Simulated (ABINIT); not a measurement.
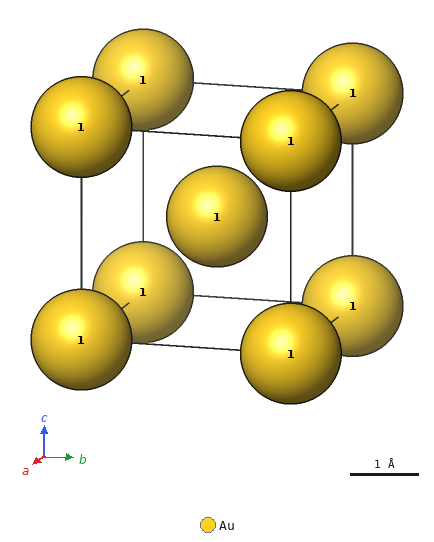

**Figure 1.** The structure as given in the input (spheres-only view of the cell 2 times as large as that of the calculation, set on its symmetry axes, seen slightly off an axis; atoms are numbered from 1 in the order of the input). An atom can appear more than once, as a periodic image.

# Au: optical-spectrum calculation (part 1 of 2)

System: Au (1 atom in the cell).
Method: Kohn-Sham DFT of a periodic cell, PBEsol, PseudoDojo NC SR PBEsol v0.4.1 standard, no spin polarisation (ABINIT 10.8.3).

The structure derives from a Materials Project entry.

The program's output:
```
.Version 10.8.3 of ABINIT
 DATASET    1 : space group Im -3 m (#229); Bravais cI (body-center cubic)
================================================================================
 Values of the parameters that define the memory need for DATASET  1.
     intxc =       0    ionmov =       0      iscf =       7    lmnmax =       7
     lnmax =       7     mgfft =      30  mpssoang =       4    mqgrid =    3001
     natom =       1  nloc_mem =       1    nspden =       1   nspinor =       1
    nsppol =       1      nsym =      48    n1xccc =    2501    ntypat =       1
    occopt =       3   xclevel =       2
       mpw =        1304          nfft =       27000          nkpt =         168
================================================================================
================================================================================

 DATASET    2 : space group Im -3 m (#229); Bravais cI (body-center cubic)
================================================================================
 Values of the parameters that define the memory need for DATASET  2.
     intxc =       0    ionmov =       0      iscf =      -3    lmnmax =       7
     lnmax =       7     mgfft =      30  mpssoang =       4    mqgrid =    3001
     natom =       1  nloc_mem =       1    nspden =       1   nspinor =       1
    nsppol =       1      nsym =      48    n1xccc =    2501    ntypat =       1
    occopt =       3   xclevel =       2
       mpw =        1304          nfft =       27000          nkpt =         168
================================================================================
================================================================================

 DATASET    3 : space group Im -3 m (#229); Bravais cI (body-center cubic)
================================================================================
 Values of the parameters that define the memory need for DATASET  3.
     intxc =       0    ionmov =       0      iscf =       7    lmnmax =       7
     lnmax =       7     mgfft =      30  mpssoang =       4    mqgrid =    3001
     natom =       1  nloc_mem =       1    nspden =       1   nspinor =       1
    nsppol =       1      nsym =      48    n1xccc =    2501    ntypat =       1
    occopt =       3   xclevel =       2
       mpw =        1304          nfft =       27000          nkpt =         168
================================================================================
================================================================================

--------------------------------------------------------------------------------
------------- Echo of variables that govern the present computation ------------
--------------------------------------------------------------------------------
 -outvars: echo values of preprocessed input variables --------
            acell      1.0000000000E+00  1.0000000000E+00  1.0000000000E+00 Bohr
              amu      1.96966540E+02
          chkprim           0
      chksymtnons           0
             ecut      3.80000000E+01 Hartree
           ecutsm      5.00000000E-01 Hartree
           getden1          0
           getden2          1
           getden3          0
           getwfk1          0
           getwfk2          0
           getwfk3          2
             iscf1          7
             iscf2         -3
             iscf3          7
              ixc     -116133
           jdtset        1    2    3
                       outvar_i_n : Printing only first  50 k-points.
         kptrlatt       14    0   14      0   14   14    -14  -14    0
          kptrlen      8.56928870E+01
            natom           1
            nband1         14
            nband2         26
            nband3         22
           nbdbuf1          0
           nbdbuf2          4
           nbdbuf3          0
           ndtset           3
            ngfft          30      30      30
             nkpt         168
            nstep1         80
            nstep2        120
            nstep3         80
             nsym          48
           ntypat           1
                       prtocc : prtvol=0, do not print more k-points.
                       prtocc : prtvol=0, do not print more k-points.
                       prtocc : prtvol=0, do not print more k-points.
           occopt           3
        optdriver1          0
        optdriver2          0
        optdriver3          8
           prtden1          1
           prtden2          0
           prtden3          1
        prtebands           0
           prteig           0
           prtevk1          0
           prtevk2          0
           prtevk3          1
            prtwf1          0
            prtwf2          1
            prtwf3          1
            rprim     -3.0604602516E+00  3.0604602516E+00  3.0604602516E+00
                       3.0604602516E+00 -3.0604602516E+00  3.0604602516E+00
                       3.0604602516E+00  3.0604602516E+00 -3.0604602516E+00
           shiftk      5.00000000E-01  5.00000000E-01 -5.00000000E-01
          spgroup         229
           tolsym      1.00000000E-06
           tolvrs1     1.00000000E-12
           tolvrs2     0.00000000E+00
           tolvrs3     0.00000000E+00
           tolwfr1     0.00000000E+00
           tolwfr2     1.00000000E-12
           tolwfr3     0.00000000E+00
           tsmear      7.34986444E-03 Hartree
            typat      1
         wfk_task1          0
         wfk_task2          0
         wfk_task3          7
                       outvars : Printing only first  50 k-points.
            znucl       79.00000

================================================================================

 chkinp: Checking input parameters for consistency, jdtset=   1.

 chkinp: Checking input parameters for consistency, jdtset=   2.

 chkinp: Checking input parameters for consistency, jdtset=   3.

================================================================================
== DATASET  1 ==================================================================

--- !DatasetInfo
iteration_state: {dtset: 1, }
dimensions: {natom: 1, nkpt: 168, mband: 14, nsppol: 1, nspinor: 1, nspden: 1, mpw: 1304, }
cutoff_energies: {ecut:  38.0, pawecutdg:  -1.0, }
electrons: {nelect:   1.90000000E+01, charge:   0.00000000E+00, occopt:   3.00000000E+00, tsmear:   7.34986444E-03, }
meta: {optdriver: 0, ionmov: 0, optcell: 0, iscf: 7, paral_kgb: 0, }
...

 Real(R)+Recip(G) space primitive vectors, cartesian coordinates (Bohr,Bohr^-1):
 R(1)= -3.0604603  3.0604603  3.0604603  G(1)=  0.0000000  0.1633741  0.1633741
 R(2)=  3.0604603 -3.0604603  3.0604603  G(2)=  0.1633741  0.0000000  0.1633741
 R(3)=  3.0604603  3.0604603 -3.0604603  G(3)=  0.1633741  0.1633741  0.0000000
 Unit cell volume ucvol=  1.1466219E+02 bohr^3
 Angles (23,13,12)=  1.09471221E+02  1.09471221E+02  1.09471221E+02 degrees

 getcut: wavevector=  0.0000  0.0000  0.0000  ngfft=  30  30  30
         ecut(hartree)=     38.000   => boxcut(ratio)=   2.03947

--- Pseudopotential description ------------------------------------------------
- pspini: atom type   1  psp file is ./Au.upf
  79.00000  19.00000  180301                  znucl, zion, pspdat
12 -116133 3 -1 1340                          pspcod,pspxc,lmax,lloc,mmax
     nproj     2     2     2     1

   6.12166457E+02                                ecore*ucvol(ha*bohr**3)
--------------------------------------------------------------------------------

================================================================================

--- !BeginCycle
iteration_state: {dtset: 1, }
solver: {iscf: 7, nstep: 80, nline: 4, wfoptalg: 0, }
tolerances: {tolvrs: 1.00E-12, }
...

     iter   Etot(hartree)      deltaE(h)  residm     vres2
 ETOT  1  -147.37139070592    -1.474E+02 1.560E-01 6.098E+01
 ETOT  2  -147.40996750147    -3.858E-02 2.234E-02 4.243E+01
 ETOT  3  -147.42214151378    -1.217E-02 4.367E-03 4.451E-03
 ETOT  4  -147.42214505112    -3.537E-06 3.521E-03 1.738E-04
 ETOT  5  -147.42214508736    -3.624E-08 1.845E-03 3.316E-07
 ETOT  6  -147.42214508739    -2.956E-11 7.099E-04 1.566E-09
 ETOT  7  -147.42214508739    -3.411E-13 2.516E-04 5.489E-11
 ETOT  8  -147.42214508739     6.821E-13 1.161E-03 2.690E-14

 At SCF step    8       vres2   =  2.69E-14 < tolvrs=  1.00E-12 =>converged.

 Cartesian components of stress tensor (hartree/bohr^3)
  sigma(1 1)= -1.34949675E-05  sigma(3 2)=  0.00000000E+00
  sigma(2 2)= -1.34949675E-05  sigma(3 1)=  0.00000000E+00
  sigma(3 3)= -1.34949675E-05  sigma(2 1)=  0.00000000E+00

--- !ResultsGS
iteration_state: {dtset: 1, }
comment   : Summary of ground state results
lattice_vectors:
- [ -3.0604603,   3.0604603,   3.0604603, ]
- [  3.0604603,  -3.0604603,   3.0604603, ]
- [  3.0604603,   3.0604603,  -3.0604603, ]
lattice_lengths: [   5.30087,    5.30087,    5.30087, ]
lattice_angles: [109.471, 109.471, 109.471, ] # degrees, (23, 13, 12)
lattice_volume:   1.1466219E+02
convergence: {deltae:  6.821E-13, res2:  2.690E-14, residm:  1.161E-03, diffor: null, }
etotal    :  -1.47422145E+02
entropy   :   0.00000000E+00
fermie    :   4.74187342E-01
cartesian_stress_tensor: # hartree/bohr^3
- [ -1.34949675E-05,   0.00000000E+00,   0.00000000E+00, ]
- [  0.00000000E+00,  -1.34949675E-05,   0.00000000E+00, ]
- [  0.00000000E+00,   0.00000000E+00,  -1.34949675E-05, ]
pressure_GPa:   3.9704E-01
xred      :
- [  0.0000E+00,   0.0000E+00,   0.0000E+00, Au]
cartesian_forces: # hartree/bohr
- [ -0.00000000E+00,  -0.00000000E+00,  -0.00000000E+00, ]
force_length_stats: {min:   0.00000000E+00, max:   0.00000000E+00, mean:   0.00000000E+00, }
...

 Integrated electronic density in atomic spheres:
 ------------------------------------------------
 Atom  Sphere_radius  Integrated_density
    1        2.00000         15.54650887
================================================================================

 ----iterations are completed or convergence reached----

 Mean square residual over all n,k,spin=   76.335E-08; max=  11.611E-04
 reduced coordinates (array xred) for    1 atoms
       0.000000000000      0.000000000000      0.000000000000
 rms dE/dt=  0.0000E+00; max dE/dt=  0.0000E+00; dE/dt below (all hartree)
    1       0.000000000000      0.000000000000      0.000000000000
```
